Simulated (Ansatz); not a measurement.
## Two runs on PtS2

System: PtS2 (slab, 6 atoms in the cell).
Method of run A: DFT PBE+D3(BJ), scalar-relativistic, plane waves, PAW, PAW set soft_1, no spin polarisation (Ansatz 0.2.0).

The structure derives from an entry of the Crystallography Open Database. Text and figures count atoms from 1; the logs count them from 0 in places.

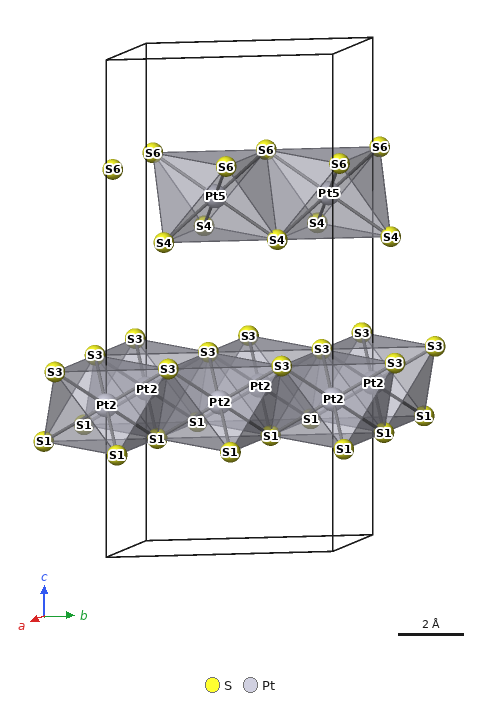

Fig. 1: The structure as given in the input (polyhedral view of the 1 × 2 repeat of the cell, with the vacuum cut short, seen slightly off an axis; polyhedra are completed across the faces of the cell; atoms are numbered from 1 in the order of the input). An atom can appear more than once, as a periodic image.

## Input, run A
```yaml
crystal:
  lattice:
    - [3.5415278079, 0.0, 0.0]
    - [-1.7707639039, 3.0670530498, 0.0]
    - [0.0, 0.0, 22.4670615492]
  atoms:
    - { symbol: S, position: [0.6666666667, 0.3333333333, 0.2002932155] }
    - { symbol: Pt, position: [0.0, 0.0, 0.2555637004] }
    - { symbol: S, position: [0.3333333333, 0.6666666667, 0.3108341854] }
    - { symbol: S, position: [0.5, 1.3333333333, 0.4683981816] }
    - { symbol: Pt, position: [1.1666666667, 1.6666666667, 0.5236686665] }
    - { symbol: S, position: [0.8333333333, 1.0, 0.5789391515] }
basis:
  ecutwfc: 420
kpoints:
  mp_grid: { grid: [9, 9, 1] }
hamiltonian:
  xc: pbe
  pseudopotentials: { kind: paw, azcp: { folder: soft_1 } }
  dispersion: d3bj
scf:
  occupations: { method: gaussian, width: 0.05 }
output:
  forces: true
  eigenvalues: true
efield:
  axis: 3
  dipole_correction: true
  ramp_width: 0.04
```

Command:
```bash
ansatz run input.yaml --threads 1 --pin off --max-ram 3072MiB --backend cpu --events-out ev --progress --plain --runs-dir out
```

Hardware: 1 thread of Arm Neoverse V2, 24 GiB of memory available, shared host.

## Output, shortened to warnings, some set-up lines, iterations and results (run A)
```
Basis set: ecut = 420 eV, 4713 PW (Γ), exchange–correlation on 48×48×320 points (8 copies of the dense FFT grid, shifted against one another)
Symmetry: 1 space group operations
k-points: 41 of 81 (time reversal used)
Initial density: superposition of atomic densities (neutral atoms: chi_scale 0, normalization atom)
[...]
SCF iter   1: F=—  HF=-28664.417788 eV  |F-HF|=—  |Δ(HF+E_count)|=         —  Δρ=6.93e-2  dr2=1.44e1  ethr=3.10e-3  p=-0.000 e·Å  D=-2.98e-6 V/Å  ΔV_dip=0.00 eV  …
SCF iter   2: F=—  HF=-28662.200945 eV  |F-HF|=—  |Δ(HF+E_count)|=    2.22e0  Δρ=2.71e-2  dr2=2.46e0  ethr=3.10e-3  p=0.001 e·Å  D=4.23e-4 V/Å  ΔV_dip=-0.01 eV  …
SCF iter   3: F=—  HF=-28661.758501 eV  |F-HF|=—  |Δ(HF+E_count)|=   4.42e-1  Δρ=1.30e-2  dr2=1.55e-1  ethr=3.10e-3  p=0.000 e·Å  D=2.74e-4 V/Å  ΔV_dip=-0.01 eV  …
SCF iter   4: F=—  HF=-28661.749054 eV  |F-HF|=—  |Δ(HF+E_count)|=   9.45e-3  Δρ=1.15e-3  dr2=5.34e-3  ethr=2.58e-4  p=0.002 e·Å  D=1.37e-3 V/Å  ΔV_dip=-0.03 eV  …
SCF iter   5: F=—  HF=-28661.749381 eV  |F-HF|=—  |Δ(HF+E_count)|=   3.27e-4  Δρ=4.11e-4  dr2=9.56e-4  ethr=8.91e-6  p=-0.000 e·Å  D=-3.51e-4 V/Å  ΔV_dip=0.01 eV  …
SCF iter   6: F=—  HF=-28661.749879 eV  |F-HF|=—  |Δ(HF+E_count)|=   4.98e-4  Δρ=4.30e-4  dr2=2.37e-3  ethr=1.59e-6  p=0.004 e·Å  D=2.92e-3 V/Å  ΔV_dip=-0.07 eV  …
SCF iter   7: F=—  HF=-28661.749623 eV  |F-HF|=—  |Δ(HF+E_count)|=   2.56e-4  Δρ=1.78e-4  dr2=2.07e-4  ethr=1.59e-6  p=0.000 e·Å  D=2.61e-4 V/Å  ΔV_dip=-0.01 eV  …
SCF iter   8: F=—  HF=-28661.749679 eV  |F-HF|=—  |Δ(HF+E_count)|=   5.54e-5  Δρ=3.99e-5  dr2=1.34e-5  ethr=3.46e-7  p=0.001 e·Å  D=7.08e-4 V/Å  ΔV_dip=-0.02 eV  …
SCF iter   9: F=—  HF=-28661.749719 eV  |F-HF|=—  |Δ(HF+E_count)|=   4.04e-5  Δρ=1.58e-5  dr2=2.03e-6  ethr=2.23e-8  p=0.001 e·Å  D=7.71e-4 V/Å  ΔV_dip=-0.02 eV  …
SCF iter  10: F=-28661.749719 eV  HF=-28661.749719 eV  |F-HF|=5.79e-9  |Δ(HF+E_count)|=   7.32e-8  Δρ=5.21e-6  dr2=7.85e-8  ethr=1.67e-10  p=0.001 e·Å  D=8.07e-4 V/Å  …
SCF 1 converged in 10 iterations: F = -28661.749719 eV  dr2 = 7.85e-8
SCF converged after 10 iterations
Free energy (F): -28661.749719 eV
Harris-Foulkes:  -28661.749719 eV  (|F-HF|=5.79e-9)
Internal energy: -28661.749719 eV  (E = F + TS)
E sigma→0 (E₀):  -28661.749719 eV
Fermi energy:    2.000303 eV
Dipole field:    D = 0.000799 V/Å  (p = 0.001077 e·Å, saw-weighted, corrected)
Work function:   Φ+ = 5.3847 eV   Φ− = 5.4027 eV
Levels:          The Fermi level and band energies are counted from a zero that moves with the ramp; work functions are not
--- Per-component energies (eV) ---
  E_band       = -1172.140226
  E_kinetic    = 1610.826391
  E_local      = -37026.711769  (includes V_loc(G=0)·N_el)
  E_nonlocal   = 543.641666
  E_hartree    = 17622.188267
  E_xc         = -818.670822
  E_vxc        = -871.466500  (∫ρ·V_xc dr)
  E_paw        = -21400.771589  (= ΣΔE_a)
  E_vpaw       = -672.784188  (= ΣTr[D̂ρ^β])
  E_aug_tail   = 0.002212  (compensation charges beyond the density's cutoff)
  E_efield     = 0.000000  (sawtooth field / dipole correction)
  E_vefield    = 0.000001  (∫n·V_field dr)
  E_ewald      = 10809.621440
  E_disp       = -1.875516  (pairwise vdW)
  E_smearing   = -0.000000  (= −TS)
  E_closure    = 0.000000  (closes the sum)
  Σ components = -28661.749719   (vs F -28661.749719, Δ=0.00e0)
--- Forces (eV/Å), atoms counted from 1 ---
  atom   1  S     -0.00749281     0.00226343     0.00107966
  atom   2  Pt     0.01148227    -0.00247476     0.07035973
  atom   3  S     -0.01675724     0.00821586     0.05593571
  atom   4  S      0.01079385    -0.00906263    -0.06012379
  atom   5  Pt     0.00043477     0.00429203    -0.06449458
  atom   6  S      0.00154269    -0.00323303    -0.00281486
  max |Σ_I F_I| component: 5.81e-5 eV/Å
```

The input of run B differs as follows (lines with − go, lines with + come):
```diff
-  ecutwfc: 420
+  xc_grid: 4
+  mixing: { preconditioner: none }
+  convergence: { dr2_threshold: 1.0e-05 }
```

Predict how the results change.

The energy doesn't change within 0.01 meV per atom. The number of SCF iterations is the same.

## Output, shortened to warnings, some set-up lines, iterations and results (run B)
```
Warning: scf.convergence.dr2_threshold = 1e-5 eV is looser than this run's default, which is 1e-7 eV or tighter. The error in the forces grows as the threshold's square root, so leave the key out unless less accurate forces are enough
Basis set: ecut = 420 eV, 4713 PW (Γ), exchange–correlation on 96×96×640 points (64 copies of the dense FFT grid, shifted against one another)
Symmetry: 1 space group operations
k-points: 41 of 81 (time reversal used)
Initial density: superposition of atomic densities (neutral atoms: chi_scale 0, normalization atom)
[...]
SCF iter   1: F=—  HF=-28664.417771 eV  |F-HF|=—  |Δ(HF+E_count)|=         —  Δρ=6.93e-2  dr2=1.44e1  ethr=3.10e-3  p=-0.000 e·Å  D=-2.98e-6 V/Å  ΔV_dip=0.00 eV  …
SCF iter   2: F=—  HF=-28666.908195 eV  |F-HF|=—  |Δ(HF+E_count)|=    2.49e0  Δρ=7.09e-2  dr2=2.51e1  ethr=3.10e-3  p=0.002 e·Å  D=1.79e-3 V/Å  ΔV_dip=-0.04 eV  …
SCF iter   3: F=—  HF=-28661.769033 eV  |F-HF|=—  |Δ(HF+E_count)|=    5.14e0  Δρ=1.37e-2  dr2=1.55e-1  ethr=3.10e-3  p=-0.004 e·Å  D=-2.77e-3 V/Å  ΔV_dip=0.06 eV  …
SCF iter   4: F=—  HF=-28661.775359 eV  |F-HF|=—  |Δ(HF+E_count)|=   6.33e-3  Δρ=6.66e-3  dr2=2.73e-1  ethr=2.58e-4  p=0.025 e·Å  D=1.89e-2 V/Å  ΔV_dip=-0.42 eV  …
SCF iter   5: F=—  HF=-28661.774068 eV  |F-HF|=—  |Δ(HF+E_count)|=   1.29e-3  Δρ=5.14e-3  dr2=2.54e-1  ethr=2.58e-4  p=-0.024 e·Å  D=-1.80e-2 V/Å  ΔV_dip=0.41 eV  …
SCF iter   6: F=—  HF=-28661.749909 eV  |F-HF|=—  |Δ(HF+E_count)|=   2.42e-2  Δρ=6.31e-4  dr2=4.34e-3  ethr=2.58e-4  p=0.006 e·Å  D=4.25e-3 V/Å  ΔV_dip=-0.10 eV  …
SCF iter   7: F=—  HF=-28661.749811 eV  |F-HF|=—  |Δ(HF+E_count)|=   9.83e-5  Δρ=4.00e-4  dr2=6.99e-4  ethr=7.23e-6  p=0.000 e·Å  D=2.55e-4 V/Å  ΔV_dip=-0.01 eV  …
SCF iter   8: F=—  HF=-28661.749718 eV  |F-HF|=—  |Δ(HF+E_count)|=   9.29e-5  Δρ=1.43e-4  dr2=4.58e-5  ethr=1.16e-6  p=0.001 e·Å  D=9.45e-4 V/Å  ΔV_dip=-0.02 eV  …
SCF iter   9: F=—  HF=-28661.749721 eV  |F-HF|=—  |Δ(HF+E_count)|=   3.27e-6  Δρ=9.11e-5  dr2=2.78e-5  ethr=1.67e-8  p=0.001 e·Å  D=7.81e-4 V/Å  ΔV_dip=-0.02 eV  …
SCF iter  10: F=-28661.749718 eV  HF=-28661.749719 eV  |F-HF|=1.30e-6  |Δ(HF+E_count)|=   2.11e-6  Δρ=2.42e-5  dr2=1.98e-6  ethr=1.67e-8  p=0.001 e·Å  D=7.56e-4 V/Å  …
SCF 1 converged in 10 iterations: F = -28661.749718 eV  dr2 = 1.98e-6
SCF converged after 10 iterations
Stability not checked: this state was not tested for a lower state beside it, because the mixer in use, unlike msr1, does not test its closes by its own steps (another_mixer; see scf.mixing.algorithm and scf.lower_state_search)
Free energy (F): -28661.749718 eV
Harris-Foulkes:  -28661.749719 eV  (|F-HF|=1.30e-6)
Internal energy: -28661.749718 eV  (E = F + TS)
E sigma→0 (E₀):  -28661.749718 eV
Fermi energy:    2.000390 eV
Dipole field:    D = 0.001194 V/Å  (p = 0.001611 e·Å, saw-weighted, corrected)
Work function:   Φ+ = 5.3809 eV   Φ− = 5.4077 eV
Levels:          The Fermi level and band energies are counted from a zero that moves with the ramp; work functions are not
--- Per-component energies (eV) ---
  E_band       = -1172.144049
  E_kinetic    = 1610.832518
  E_local      = -37026.749288  (includes V_loc(G=0)·N_el)
  E_nonlocal   = 543.649079
  E_hartree    = 17622.217035
  E_xc         = -818.669848
  E_vxc        = -871.465452  (∫ρ·V_xc dr)
  E_paw        = -21400.777351  (= ΣΔE_a)
  E_vpaw       = -672.788307  (= ΣTr[D̂ρ^β])
  E_aug_tail   = 0.002212  (compensation charges beyond the density's cutoff)
  E_efield     = 0.000001  (sawtooth field / dipole correction)
  E_vefield    = 0.000002  (∫n·V_field dr)
  E_ewald      = 10809.621440
  E_disp       = -1.875516  (pairwise vdW)
  E_smearing   = -0.000000  (= −TS)
  E_closure    = 0.000000  (closes the sum)
  Σ components = -28661.749718   (vs F -28661.749718, Δ=0.00e0)
--- Forces (eV/Å), atoms counted from 1 ---
  atom   1  S     -0.00749567     0.00226377     0.00069706
  atom   2  Pt     0.01147983    -0.00247503     0.07068188
  atom   3  S     -0.01675186     0.00821331     0.05625278
  atom   4  S      0.01079507    -0.00906046    -0.06024307
  atom   5  Pt     0.00043124     0.00428922    -0.06452872
  atom   6  S      0.00154186    -0.00323002    -0.00271004
  max |Σ_I F_I| component: 1.50e-4 eV/Å
```

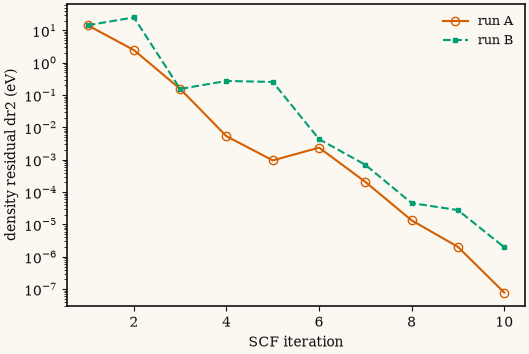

Fig. 2: Convergence of the two runs: density residual dr2 against the SCF iteration. Run A takes 10 iterations in all, and run B takes 10.

## The two runs side by side

| quantity | run A | run B |
| --- | --- | --- |
| outcome | converged | converged |
| free energy per atom (eV) | −4776.9583 | −4776.9583 |
| gap on the mesh (eV) | 1.50 | 1.50 |
| work function (eV) | 5.38 | – |
| largest force (eV/Å) | 0.071 | 0.072 |
| SCF iterations | 10 | 10 |
| irreducible k-points | 41 | 41 |
| plane waves at Γ | 4713 | 4713 |
| wall time (shared host) | 37 s | 49 s |

For both runs: Spin–orbit coupling is left out, which matters for Pt. For run B: These settings are looser than, or depart from, a standard set-up, so the numbers are not reference values for this system. Warnings: the SCF threshold is loose for the printed forces. So coarse a mesh can miss the band edges, so the true gap of this method can be much smaller, or zero.
